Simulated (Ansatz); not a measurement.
# Single-point calculation, with input and output: Al₂Au

Al₂Au (slab, 9 atoms in the cell), computed with DFT PBE, scalar-relativistic, plane waves, PAW, no spin polarisation (Ansatz 0.2.0).

The structure derives from an entry of the Crystallography Open Database. It belongs to a series of runs on one base structure; here: (1 1 1) slab cut from the bulk. Figures and captions count atoms from 1; the log counts them from 0 in places.

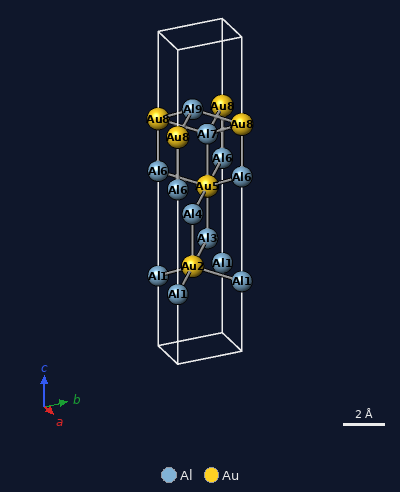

The structure as given in the input (ball-and-stick view of the cell of the calculation, with the vacuum cut short, seen slightly off an axis; atoms are numbered from 1 in the order of the input).

The input:
```yaml
crystal:
  lattice:
    - [4.2856189452, 0.0, 0.0]
    - [-2.1428094726, 3.7114548774, 0.0]
    - [0.0, 0.0, 23.7479830397]
  atoms:
    - { symbol: Al, position: [0.0, 0.0, 0.3158162943] }
    - { symbol: Au, position: [0.6666666667, 0.3333333333, 0.3526530354] }
    - { symbol: Al, position: [0.3333333333, 0.6666666667, 0.3894897766] }
    - { symbol: Al, position: [0.6666666667, 0.3333333333, 0.4631632589] }
    - { symbol: Au, position: [0.3333333333, 0.6666666667, 0.5] }
    - { symbol: Al, position: [0.0, 0.0, 0.5368367411] }
    - { symbol: Al, position: [0.3333333333, 0.6666666667, 0.6105102234] }
    - { symbol: Au, position: [0.0, 0.0, 0.6473469646] }
    - { symbol: Al, position: [0.6666666667, 0.3333333333, 0.6841837057] }
basis:
  ecutwfc: 420
kpoints:
  mp_grid: { grid: [9, 9, 1] }
hamiltonian:
  xc: pbe
scf:
  occupations: { method: gaussian, width: 0.1 }
output:
  forces: true
  stress: true
  eigenvalues: true
  write_density: true
  write_potential: true
  elf: true
  volumetric_format: npy
efield:
  axis: 3
  dipole_correction: true
  ramp_width: 0.04
```

Machine: 2 threads of Intel Xeon (Sapphire Rapids), 64 GiB of memory available, shared host.

Launched with:
```bash
ansatz run input.yaml --threads 2 --pin off --max-ram 4096MiB --backend cpu --events-out ev --progress --plain --runs-dir out
```

Output:
```
Engine: ansatz 0.2.0, x86_64-unknown-linux-gnu
Pseudopotentials: kind: paw
Pseudopotential: Al, paw, valence charge 3, recommended cutoff 420 eV (normal), Al.paw.azcp
Pseudopotential: Au, paw, valence charge 19, recommended cutoff 420 eV (normal), Au.paw.azcp
Functional definition: PBE
  parameter kappa = 0.804
  parameter beta = 0.06672455060314922
  exchange = pbe_x(kappa = kappa, mu = beta*pi^2/3)
  correlation = pbe_c(beta = beta)
Crystal: 9 atoms, lattice volume = 377.733 Å³
Basis set: ecut = 420 eV, 7345 PW (Γ), exchange–correlation on 60×60×320 points (8 copies of the dense FFT grid, shifted against one another)
Bands: 47, of which v1, the nominal top of the filled ones, is band 38 counted from 1 (37 counted from 0)
Symmetry: 6 space group operations
k-points: 12 of 81 (time reversal used)
Non-local potential: Al, projectors of the file, l = 0: 2, l = 1: 2, l = 2: 1
Non-local potential: Au, projectors of the file, l = 0: 3, l = 1: 2, l = 2: 2, l = 3: 1
PAW form: soft (Blöchl's): semilocal exchange-correlation on the pseudo side does not see the compensation charge
PAW one-centre angular grid: Al, 110 points (default); XC on 64 Gauss nodes
PAW one-centre angular grid: Au, 590 points (default); XC on 64 Gauss nodes
Initial density: superposition of atomic densities (neutral atoms: chi_scale 0, normalization atom), corrected by the library's trained network
Initial wavefunctions: pseudopotential atomic-orbital guess
Functional: x = pbe(κ = 0.804, μ = 0.2195149727645171), c = pbe(β = 0.06672455060314922)
SCF iter   1: F=—  HF=-42674.741217 eV  |F-HF|=—  |Δ(HF+E_count)|=         —  Δρ=2.20e-3  dr2=1.19e-1  ethr=1.77e-3  p=0.000 e·Å  D=7.01e-14 V/Å  ΔV_dip=-0.00 eV  dr2_dipole=2.89e-7  V_vac-E_F(+/−)=4.28/4.28 eV  ⟨swp⟩=10.4  Hψ=2762  notcnv=0  defer=2
efield: sawtooth ramp at fractional position 0.9800 (placed from the atoms, in the widest stretch of the axis that holds none; the zero of the levels goes with the place), width 0.0400; the density the first Hamiltonian is built on has a dipole p = 0.000 e·Å; the dipole correction subtracts the counter field D = 7.01e-14 V/Å, which shifts the + side's vacuum level by -0.00 eV against the − side's; the planar-averaged density in the ramp window peaks in size at 5.4e-5 e/Å³
preconditioner: auto → LDOS  [metal: Δε(μ)=0.080 eV  Ē_g=7.659 eV  σ=0.100 eV  W_gap=0.42  n_scr=68 (ndim 8)  ℏωp=13.6 eV  f_vac=0.489  D(μ)=5.74/eV (n_scr^D=12)  β→1.0]
SCF iter   2: F=—  HF=-42674.743628 eV  |F-HF|=—  |Δ(HF+E_count)|=   2.41e-3  Δρ=1.73e-3  dr2=2.17e-2  ethr=1.59e-4  p=0.000 e·Å  D=8.36e-6 V/Å  ΔV_dip=-0.00 eV  dr2_dipole=2.41e-8  V_vac-E_F(+/−)=4.22/4.22 eV  ⟨swp⟩=2.1  Hψ=933  notcnv=0  defer=30
SCF iter   3: F=—  HF=-42674.743487 eV  |F-HF|=—  |Δ(HF+E_count)|=   1.42e-4  Δρ=1.57e-3  dr2=1.92e-2  ethr=2.89e-5  p=0.000 e·Å  D=3.78e-6 V/Å  ΔV_dip=-0.00 eV  dr2_dipole=5.19e-8  V_vac-E_F(+/−)=4.23/4.23 eV  ⟨swp⟩=2.3  Hψ=984  notcnv=0  defer=30
SCF iter   4: F=—  HF=-42674.740452 eV  |F-HF|=—  |Δ(HF+E_count)|=   3.03e-3  Δρ=2.34e-4  dr2=5.36e-4  ethr=2.56e-5  p=0.000 e·Å  D=2.98e-6 V/Å  ΔV_dip=-0.00 eV  dr2_dipole=1.75e-8  V_vac-E_F(+/−)=4.22/4.22 eV  ⟨swp⟩=2.2  Hψ=842  notcnv=0  defer=30
SCF iter   5: F=—  HF=-42674.740428 eV  |F-HF|=—  |Δ(HF+E_count)|=   2.40e-5  Δρ=1.23e-4  dr2=1.08e-4  ethr=7.15e-7  p=0.000 e·Å  D=1.70e-6 V/Å  ΔV_dip=-0.00 eV  dr2_dipole=2.80e-9  V_vac-E_F(+/−)=4.23/4.23 eV  ⟨swp⟩=2.4  Hψ=916  notcnv=0  defer=30
SCF iter   6: F=—  HF=-42674.740418 eV  |F-HF|=—  |Δ(HF+E_count)|=   9.75e-6  Δρ=3.23e-5  dr2=1.43e-5  ethr=1.43e-7  p=0.000 e·Å  D=1.03e-6 V/Å  ΔV_dip=-0.00 eV  dr2_dipole=1.28e-9  V_vac-E_F(+/−)=4.23/4.23 eV  ⟨swp⟩=2.3  Hψ=861  notcnv=0  defer=30
SCF iter   7: F=—  HF=-42674.739979 eV  |F-HF|=—  |Δ(HF+E_count)|=   4.39e-4  Δρ=1.02e-5  dr2=7.19e-7  ethr=1.91e-8  p=0.000 e·Å  D=4.21e-7 V/Å  ΔV_dip=-0.00 eV  dr2_dipole=1.72e-10  V_vac-E_F(+/−)=4.23/4.23 eV  ⟨swp⟩=2.2  Hψ=856  notcnv=0  defer=30
SCF iter   8: F=-42674.739980 eV  HF=-42674.739980 eV  |F-HF|=2.13e-8  |Δ(HF+E_count)|=   3.17e-7  Δρ=2.01e-6  dr2=3.30e-8  ethr=1.33e-10  p=0.000 e·Å  D=2.32e-7 V/Å  ΔV_dip=-0.00 eV  dr2_dipole=4.03e-11  V_vac-E_F(+/−)=4.23/4.23 eV  ⟨swp⟩=23.2  Hψ=5201  notcnv=0
SCF 1 converged in 8 iterations: F = -42674.739980 eV  dr2 = 3.30e-8
  greatest PAW one-centre occupation: 1.000 electrons in one spin orbital (limit 2), on the Au atom at site 4 (counted from 0), in its partial waves of l = 0
```

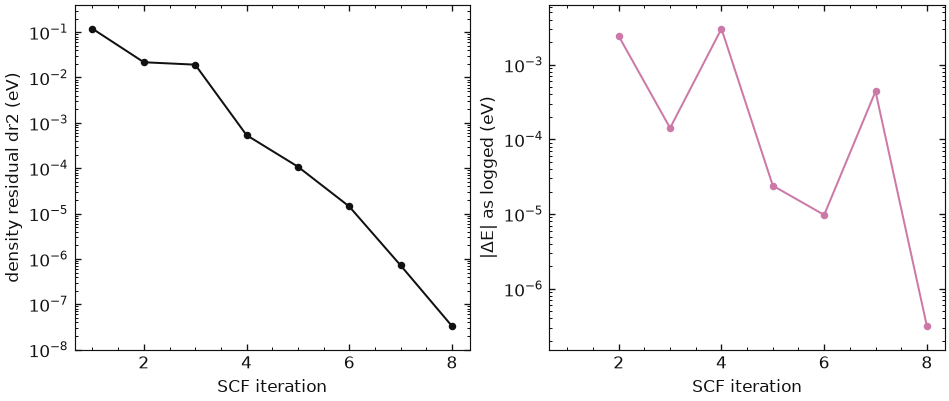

Convergence of the self-consistent field: density residual dr2 and size of the energy change against the SCF iteration. The residual falls at every step.

```
WARN: The input density's exchange-correlation potential varies sharply where the density is thin. Do not read a vacuum level from v_tot or v_xc, or from such a field of the output density. On a cell that repeats whose density bears no net charge and no dipole along the vacuum's axis use v_es (v_loc + v_h of the components); under efield.dipole_correction with no amplitude use v_es + v_field, which holds any external_charges[].barrier, or the levels of the report's work_function block, which leave it out; under a non-zero efield.amplitude the vacuum is tilted and has no level; on a cell that repeats and bears such a dipole with no correction it is tilted too, and efield.dipole_correction with no amplitude gives each side of its ramp a level where efield: is served; in a cell that repeats whose density bears a net charge (total_charge, or a fill off its count) it is curved and has none; of a slab under crystal.periodic whose density bears no net charge use v_es, which has a level on each side, short of where the two are joined; of another it falls or rises all the way out and has none; of a slab beside external_charges read slab_vacuum_level instead, which it has where they leave it neutral. The grid or the basis barely resolves most such structure, and the values can differ between equally converged runs; as a rule a tighter scf.convergence.dr2_threshold does not remove it. Where the density itself ripples (under the LDA too) a higher basis.ecutwfc lessens it. The files hold the spikes' plane waves up to the density's cutoff. Files: v_tot and the like, and their columns of v_z.tsv (output.write_potential); v_xc and the like, and their columns of v_comp_z.tsv (output.write_potential_components); where files of the output density stand in their place, no point of their own thin density is over the threshold below, and this is of outcome.potential() and, of a run that writes arrays (npy), the arrays of these names. Measured: with its Gaussian average of σ = 0.25 Å subtracted twice, the exchange-correlation potential is over 0.1 eV at 4 of the grid points where the equally averaged density (valence and model cores) is under 1e-3 e/Å³, and 0.203 eV at the most among them, at an averaged density of 1.6e-6 e/Å³. See output.write_potential in the manual, Limitations
SCF converged after 8 iterations
Free energy (F): -42674.739980 eV
Harris-Foulkes:  -42674.739980 eV  (|F-HF|=2.13e-8)
Internal energy: -42674.711101 eV  (E = F + TS)
E sigma→0 (E₀):  -42674.725540 eV
Entropy (-TS):   -0.028879 eV (-3.209 meV/atom)
Fermi energy:    2.410351 eV
Dipole field:    D = -0.000006 V/Å  (p = -0.000012 e·Å, saw-weighted, corrected)
Work function:   Φ+ = 4.2284 eV   Φ− = 4.2282 eV
Levels:          The Fermi level and band energies are counted from a zero that moves with the ramp; work functions are not
--- Per-component energies (eV) ---
  E_band       = -1756.724097
  E_kinetic    = 1940.089358
  E_local      = -50637.707917  (includes V_loc(G=0)·N_el)
  E_nonlocal   = 268.286295
  E_hartree    = 24383.489148
  E_xc         = -922.132800
  E_vxc        = -999.226772  (∫ρ·V_xc dr)
  E_paw        = -31915.381986  (= ΣΔE_a)
  E_vpaw       = -1095.120078  (= ΣTr[D̂ρ^β])
  E_aug_tail   = 0.004227  (compensation charges beyond the density's cutoff)
  E_efield     = 0.000000  (sawtooth field / dipole correction)
  E_vefield    = 0.000000  (∫n·V_field dr)
  E_ewald      = 14208.642575
  E_smearing   = -0.028879  (= −TS)
  E_closure    = 0.000000  (closes the sum)
  Σ components = -42674.739980   (vs F -42674.739980, Δ=0.00e0)
--- Forces (eV/Å), atoms counted from 1 ---
  atom   1  Al     0.00000000    -0.00000000     0.43001932
  atom   2  Au    -0.00000000    -0.00000000    -0.24406465
  atom   3  Al     0.00000000    -0.00000000    -0.13065560
  atom   4  Al     0.00000000     0.00000000    -0.14628602
  atom   5  Au     0.00000000    -0.00000000     0.00000015
  atom   6  Al     0.00000000    -0.00000000     0.14628585
  atom   7  Al     0.00000000     0.00000000     0.13065604
  atom   8  Au     0.00000000     0.00000000     0.24406654
  atom   9  Al    -0.00000000     0.00000000    -0.43001936
  max |Σ_I F_I| component: 2.29e-6 eV/Å
--- Stress (GPa, compression-positive) ---
       -0.642424      -0.000000      -0.000000
       -0.000000      -0.642424      -0.000000
       -0.000000      -0.000000      -0.471604
  P = ⅓ Tr σ = -0.5855 GPa (-5.855 kbar)
--- Band table (eV; the first three rows and the last of 12) ---
  k-point 0: bands = ["-104.6177", "-104.2917", "-104.2917", "-56.0065", "-56.0065", "-56.0017", "-55.7095", "-55.7095", "-55.7095", "-55.7095", "-55.6167", "-55.6167", "-7.5665", "-6.7329", "-6.0041", "-3.9908", "-3.8676", "-3.8676", "-3.8326", "-3.5684", "-3.5684", "-3.5615", "-3.5615", "-3.0192", "-3.0192", "-2.6545", "-2.6545", "-2.6333", "-2.6199", "-2.6199", "-1.8402", "-0.1625", "2.0338", "3.2634", "3.2634", "4.2950", "4.2950", "4.6317", "4.8602", "5.1932", "5.1932", "5.3868", "5.7586", "6.0240", "6.3621", "6.3621", "6.3975"]
  k-point 1: bands = ["-104.6177", "-104.2917", "-104.2917", "-56.0066", "-56.0065", "-56.0017", "-55.7095", "-55.7095", "-55.7095", "-55.7095", "-55.6167", "-55.6167", "-7.4254", "-6.5906", "-5.8574", "-4.0354", "-4.0022", "-3.8225", "-3.7645", "-3.5817", "-3.5592", "-3.5143", "-3.5055", "-3.0266", "-3.0255", "-2.7409", "-2.6881", "-2.6528", "-2.6202", "-2.5705", "-1.6534", "-0.0501", "1.9917", "2.1775", "2.8215", "3.0295", "3.8252", "3.9661", "4.6417", "4.7932", "4.8263", "5.1982", "5.7331", "6.0375", "6.5023", "6.5613", "6.6240"]
  k-point 2: bands = ["-104.6177", "-104.2917", "-104.2917", "-56.0068", "-56.0066", "-56.0017", "-55.7098", "-55.7098", "-55.7095", "-55.7095", "-55.6167", "-55.6167", "-7.0135", "-6.1790", "-5.4375", "-4.2093", "-4.0595", "-3.8609", "-3.7132", "-3.5867", "-3.4953", "-3.3742", "-3.3569", "-3.0640", "-3.0219", "-2.8352", "-2.7602", "-2.6493", "-2.6094", "-2.5539", "-1.2297", "0.0107", "0.4867", "1.2682", "1.8416", "2.0280", "2.5400", "2.9863", "3.8768", "4.0852", "4.6761", "4.7382", "5.7412", "5.8981", "6.2920", "6.7091", "6.9040"]
  k-point 11: bands = ["-104.6177", "-104.2917", "-104.2917", "-56.0070", "-56.0070", "-56.0016", "-55.7100", "-55.7100", "-55.7100", "-55.7100", "-55.6167", "-55.6166", "-4.9373", "-4.6194", "-4.6194", "-4.1579", "-3.8962", "-3.8962", "-3.5580", "-3.5580", "-3.3265", "-3.2096", "-3.0592", "-3.0592", "-2.9535", "-2.9535", "-2.8903", "-2.6921", "-2.6792", "-2.6792", "-1.5539", "-1.3737", "-1.3737", "-0.8002", "-0.8002", "-0.6634", "1.4179", "2.2198", "2.2198", "3.3452", "3.3452", "5.2803", "5.9014", "5.9014", "6.5427", "7.8126", "7.9036"]
```

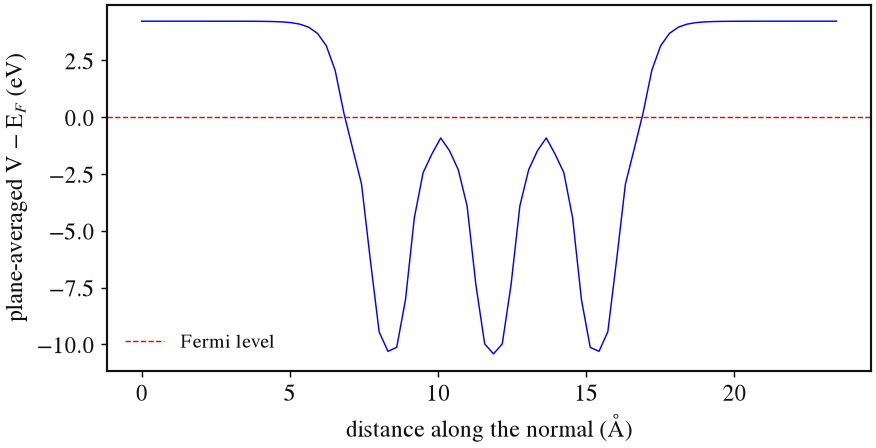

Plane average of the electrostatic potential energy of an electron across the cell, from the Fermi level. The vacuum level lies 4.23 eV above the Fermi level.

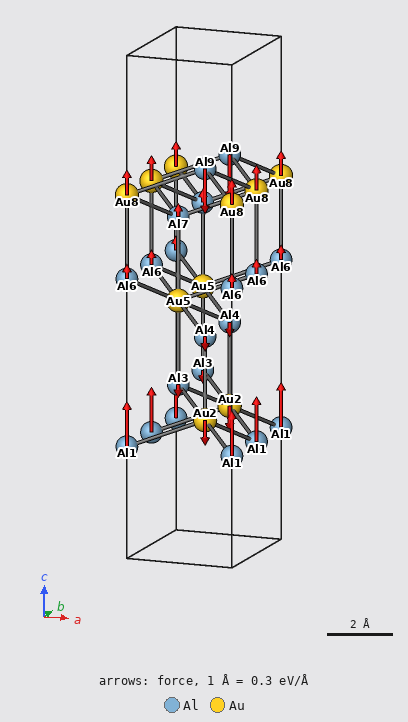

Forces on the atoms as red arrows (ball-and-stick view of the 1 × 2 repeat of the cell, with the vacuum cut short, seen slightly off an axis; atoms are numbered from 1 in the order of the input). The largest act on Al1, Al9 (0.43 eV/Å); Au2, Au8 (0.24 eV/Å); Al4, Al6 (0.15 eV/Å); Al3, Al7 (0.13 eV/Å). The geometry is not a stationary point of this energy.

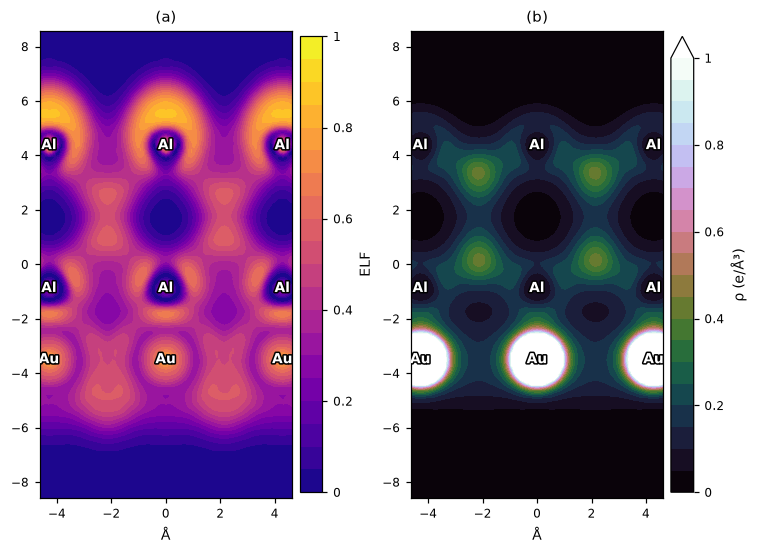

(a) ELF; (b) valence electron density on the (010) plane of the calculation cell, a cut from vacuum to vacuum. The plane passes through Au and Al nuclei. Al–Au (2.62 Å): ρ at the midpoint is about 0.4 e/Å³; the ELF is about 0.50 at the midpoint; no shared electron pair. The density dies away to nearly zero in the vacuum. The strong features right at Au lie inside the PAW spheres (semicore, d or f shells) and say nothing about bonding. Core electrons are frozen (PAW), so the fields are smoothed inside the atomic spheres.

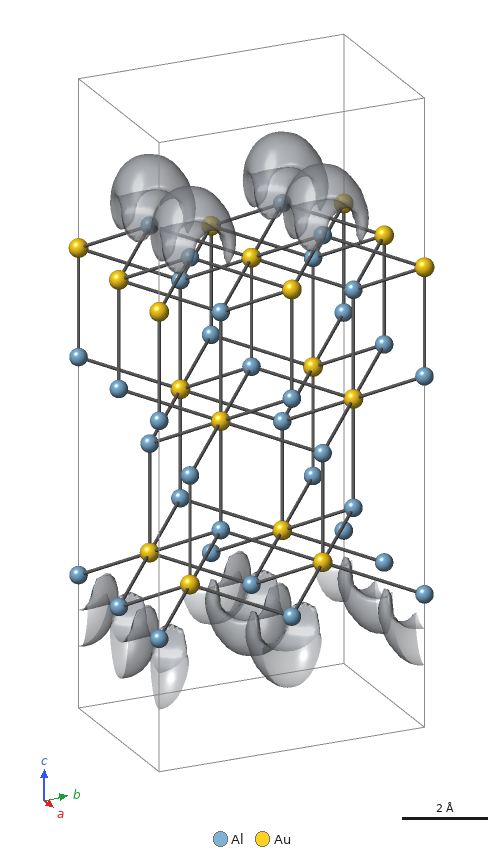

Isosurface of the ELF at 0.75 (grey), seen slightly off an axis. Core shells and regions of very low density are left out. Sticks mark near contacts. Counts are for one cell; the picture repeats the cell along the surface. Profiles from the grid: Al–Au (2.62 Å): the ELF is about 0.45 at the midpoint; no shared electron pair.

Results in brief:

```csv
quantity,value
outcome,converged
electrons treated,75
free energy,−42674.7400 eV
"work function, top face",4.23 eV
"work function, bottom face",4.23 eV
Fermi energy,2.410 eV
gap on the k-point mesh,none (metallic)
work function (upper face),4.23 eV
largest force (length of the vector),0.430 eV/Å
wall time,12 s (CPU time 21 s)
peak memory,0.65 GiB
```

Remarks:

Warnings of the run: the exchange-correlation potential is rough where the density is thin. Spin–orbit coupling is left out, which matters for Au.
